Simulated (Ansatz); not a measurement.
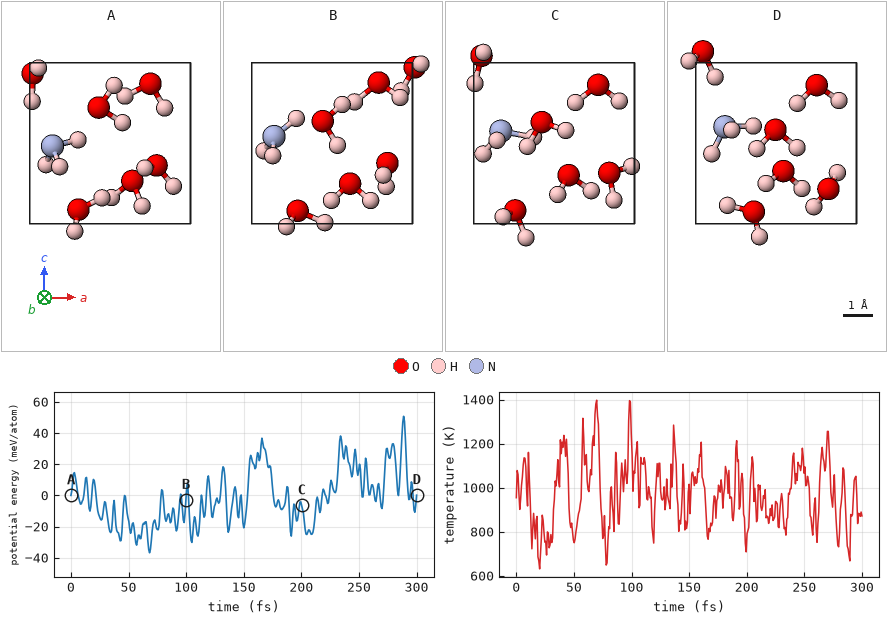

A Born-Oppenheimer molecular dynamics run of a periodic cell with 6 H2O + 1 NH3 at 1.186 g/cm³, 300 fs long. It starts from the last geometry of an earlier run, with fresh velocities. Frames (A at 0 fs, B at 100 fs, C at 200 fs, D at 300 fs) and the history of the run. The picture is a ball-and-stick view of the simulation cell, seen along the b axis. Atoms that leave the cell re-enter on the other side.

All numbers below come from DFT PBE-D3(BJ), scalar-relativistic, plane waves, PAW (Ansatz). Run with plane-wave cutoff 420 eV; k-point mesh 1 × 1 × 1; Fermi-Dirac smearing 0.05 eV; low-accuracy preset; Langevin thermostat (NVT); set temperature 1000 K; time step 0.75 fs; H given the mass 2.014 u; friction 0.05 per fs.

Question: What happens in this trajectory?

Answer: The mean temperature in the second half is 960 K (standard deviation 119 K). The potential energy in the second half lies on average 7.0 meV per atom above the first frame. In the second half of the run the atoms are, in the root-mean-square, this far from where they began (common drift taken out): H 1.28 Å, O 0.67 Å, N 0.64 Å. The heavy atoms stay within a fraction of a molecule's size of their starting places, while the hydrogen atoms travel further, as molecules turn; so short a run doesn't tell a liquid from a solid.

Limits of the set-up: the program's low-accuracy preset was used; masses were changed (H 2.014 u), which shifts the vibrations; the periodic images lie only 5.6 Å apart, so the values are limited by the cell's size.

Cost: 6.6 min on 1 thread of Arm Neoverse V1, with other jobs on the host, peak memory 0.3 GiB.
